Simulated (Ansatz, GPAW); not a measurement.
# 2H-NbSTe 3 layers, 2H (AA') in an electric field, part 3 of 3

How does 2H-NbSTe 3 layers, 2H (AA') screen a perpendicular field?

GPAW 26.7.0 and Ansatz 0.2.0; Ansatz plane waves; layer without images along its normal, relaxation of atoms and in-plane cell, with D3(BJ) dispersion (the session's first sound run).

So far. Step 9 (Field on): The dipole is now 0.179 e Å, against -0.037 in the run without a field.

### Step 10. In a field

Level of this step: GPAW, PAW setups; slab in vacuum (GPAW).

The input, run.py:

```python
import json
import numpy as np
from ase import Atoms
from gpaw import GPAW, PW
from gpaw.external import ConstantElectricField

slab = Atoms(
    ['Te', 'Nb', 'S', 'Te', 'Nb', 'S', 'Te', 'Nb', 'S'],
    positions=[
        [-0.00000, 2.00615, 9.00000],
        [0.00000, -0.00000, 10.95934],
        [-0.00000, 2.00615, 12.38853],
        [0.00000, -0.00000, 15.41813],
        [-0.00000, 2.00615, 17.38008],
        [0.00000, -0.00000, 18.80788],
        [-0.00000, 2.00615, 21.83557],
        [0.00000, -0.00000, 23.80761],
        [-0.00000, 2.00615, 25.22471]],
    cell=[[3.47475, 0.0, 0.0], [-1.73738, 3.00922, -0.0], [0.0, -0.0, 34.2247]],
    pbc=[True, True, False])

slab.calc = GPAW(mode=PW(400), xc='PBE', kpts={'size': (9, 9, 1), 'gamma': True},
                 occupations={'name': 'fermi-dirac', 'width': 0.05}, nbands='160%',
                 convergence={'density': 1e-05}, maxiter=200,
                 poissonsolver={'dipolelayer': 'xy'},
                 external=ConstantElectricField(0.3, [0, 0, 1]),
                 symmetry={'tolerance': 1e-3}, txt='slab.txt')
result = {}
energy = slab.get_potential_energy()
fermi = slab.calc.get_fermi_level()
v = slab.calc.get_electrostatic_potential().mean((0, 1)) - fermi
n = slab.calc.get_pseudo_density().mean((0, 1))
L = slab.cell[2, 2]
z = np.arange(len(v)) * L / len(v)
low, high = slab.positions[:, 2].min(), slab.positions[:, 2].max()
below, above = np.interp([low - 6.8, high + 6.8], z, v)
slopes = [np.interp(x, z, np.gradient(v, z)) for x in (low - 6.8, high + 6.8)]
eps = np.array([[slab.calc.get_eigenvalues(k, s) for k in range(len(slab.calc.get_ibz_k_points()))]
                for s in range(slab.calc.get_number_of_spins())]) - fermi
top, bottom = eps[eps < 0].max(), eps[eps > 0].min()
dipole = slab.get_dipole_moment()[2]
print(f'energy {energy:.4f} eV, Fermi level {fermi:.4f} eV, dipole {dipole:.5f} e A')
print(f'potential 6.8 A off the faces, from the Fermi level: lower {below:.4f} eV, upper {above:.4f} eV')
print(f'slope of the potential there: lower {slopes[0]:.5f}, upper {slopes[1]:.5f} eV/A')
print(f'nearest levels on the mesh: {top:.4f} and {bottom:.4f} eV')
print('magnetic moment', round(slab.get_magnetic_moment(), 3))
result.update(energy=energy, fermi=fermi, dipole=dipole, below=below, above=above, slopes=slopes, edges=[top, bottom],
              z=z.tolist(), v=v.tolist(), n=n.tolist(), positions=slab.positions.tolist(),
              forces=slab.get_forces(apply_constraint=False).tolist(), moments=slab.get_magnetic_moments().tolist())
json.dump(result, open('result.json', 'w'))
```

Command:

```console
> OMP_NUM_THREADS=1 OPENBLAS_NUM_THREADS=1 python run.py
```

Log:

```text
energy -59.4842 eV, Fermi level 1.9778 eV, dipole 0.28615 e A
potential 6.8 A off the faces, from the Fermi level: lower 7.7439 eV, upper 2.7920 eV
slope of the potential there: lower 0.00006, upper -0.00008 eV/A
nearest levels on the mesh: -0.0039 and 0.0252 eV
magnetic moment 0.0
```

Elapsed: 11 min, on 1 thread of Intel Xeon Platinum 8488C (Sapphire Rapids), shared host; peak memory 0.62 GiB.

The electrostatic potential energy of an electron (without an applied field's), less the Fermi level, planar mean oscillates, so the rows of the table below give means over windows of 1.93 Å about each position, cut where the curve ends. Its maxima inside the range that stand out by 2 % of the span (Å: eV): 3.7: 7.74, 9.9: -1.09, 11.8: -5.07, 13.7: 5.10, 16.4: -2.97, 18.2: -7.02, 20.1: 3.16, 22.8: -4.86, 24.6: -9.12. Its minima: 9.0: -18.9, 11.0: -16.5, 12.4: -14.0, 15.4: -20.8, 17.4: -18.4, 18.8: -15.9, 21.8: -22.8, 23.9: -20.4, 25.2: -17.9.

Electrostatic potential energy of an electron (without an applied field's), less the Fermi level, planar mean against z; means over each step:

| z (Å) | electrostatic potential energy of an electron (without an applied field's), less the Fermi level, planar mean (eV) |
| --- | --- |
| 0.96 | 7.50 |
| 2.90 | 7.74 |
| 4.83 | 7.74 |
| 6.76 | 7.35 |
| 8.69 | -7.40 |
| 10.62 | -8.40 |
| 12.55 | -4.93 |
| 14.48 | -3.09 |
| 16.41 | -10.4 |
| 18.34 | -11.7 |
| 20.27 | 0.484 |
| 22.20 | -12.7 |
| 24.13 | -14.2 |
| 26.06 | -3.89 |
| 27.99 | 2.77 |
| 29.92 | 2.79 |
| 31.85 | 2.79 |
| 33.78 | 2.98 |

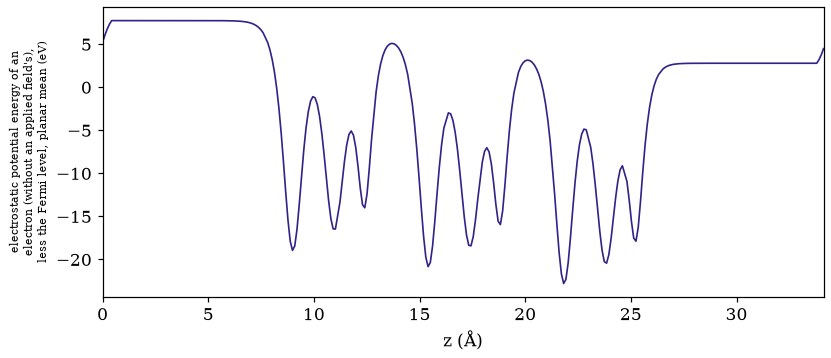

Electrostatic potential energy of an electron (without an applied field's), less the Fermi level, planar mean, plotted against z.

The dipole is now 0.286 e Å, against -0.037 in the run without a field.

### Step 11. The series

The members are put on one axis.

This step: induced dipole against applied field (GPAW 26.7.0).

Table of dipole along the normal by field:

| field (V/Å) | dipole along the normal (e·Å) |
| --- | --- |
| -0.200 | -0.249 |
| -0.100 | -0.142 |
| -0.050 | -0.0888 |
| 0.000 | -0.0367 |
| 0.050 | 0.0183 |
| 0.100 | 0.0718 |
| 0.200 | 0.179 |
| 0.300 | 0.286 |

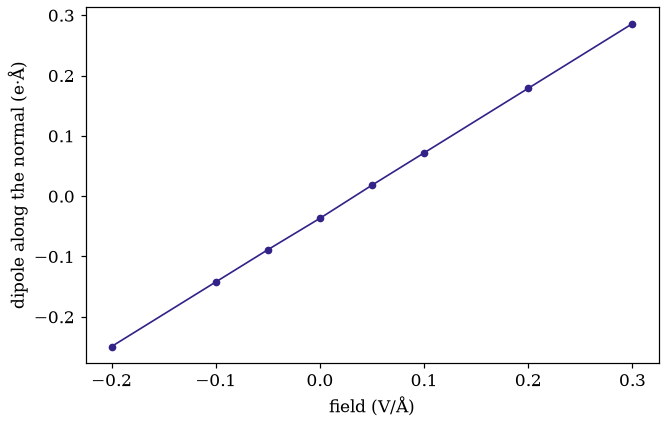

Dipole along the normal, plotted against field.

### Step 12. A changed run

One more run, with changed settings.

This step: GPAW, PAW setups; slab in vacuum (GPAW 26.7.0).

run.py: that of step 10 with these lines changed.

```diff
@@ -4,3 +4,2 @@
 from gpaw import GPAW, PW
-from gpaw.external import ConstantElectricField
 
@@ -21,7 +20,6 @@
 
-slab.calc = GPAW(mode=PW(400), xc='PBE', kpts={'size': (9, 9, 1), 'gamma': True},
+slab.calc = GPAW(mode=PW(400), xc='pbe96', kpts={'size': (9, 9, 1), 'gamma': True},
                  occupations={'name': 'fermi-dirac', 'width': 0.05}, nbands='160%',
-                 convergence={'density': 1e-05}, maxiter=200,
+                 convergence={'density': 1e-05}, maxiter=100,
                  poissonsolver={'dipolelayer': 'xy'},
-                 external=ConstantElectricField(0.3, [0, 0, 1]),
                  symmetry={'tolerance': 1e-3}, txt='slab.txt')
```

Log:

```text
NameError: Unknown functional: pbe96.
```

It took 0.91 s on 1 thread; peak memory 0.1 GiB.

The input was rejected at the start.

The program's message: “NameError: Unknown functional: pbe96.”

The change that led to it: xc = "pbe96".

### Step 13. Results

```
work function, upper and lower face            : 5.514 and 4.905 eV
dipole along the normal                        : -0.0367 e Å
induced dipole per field                       : 1.07 e Å per V/Å
out-of-plane polarisability per area, α/(ε0 A) : 18.5 Å
```

In words: The field induces 1.07 e Å per V/Å, a polarisable thickness α/(ε0 A) of 18.5 Å beside 16.2 Å between the outermost nuclei. A perfect conductor would give the distance between its two image planes; a dielectric of thickness t gives t(1 - 1/ε). The two faces differ by 0.61 eV, the step that the slab's dipole makes (e p/(ε0 A) gives 0.63 eV), so the dipole layer is needed. The induced dipole is linear in the field over this range. The starting lattice was a guess from atomic radii; the relaxation moved it by -4 %. The layers' spacing was relaxed with a D3(BJ) dispersion term, which the later single points do not need. The layers are stacked as in 2H-MoS2, metal under chalcogen; real 2H crystals of Nb and Ta chalcogenides stack metal over metal. The cell holds an odd number of electrons, so without spin polarisation it must come out metallic and without a moment, whatever its true state. The layer's cell and atoms come from the relaxation; spin-orbit coupling and temperature are left out.

[Logs are printed without paths, hosts, clocks, repeated set-up lines and the standing remarks that a program may print on its own settings, such as how far it seeks lower states.]

[Hosts, paths, dates, database ids (printed as entryN), source tags and the programs' standing remarks are cut or masked in the printed files.]
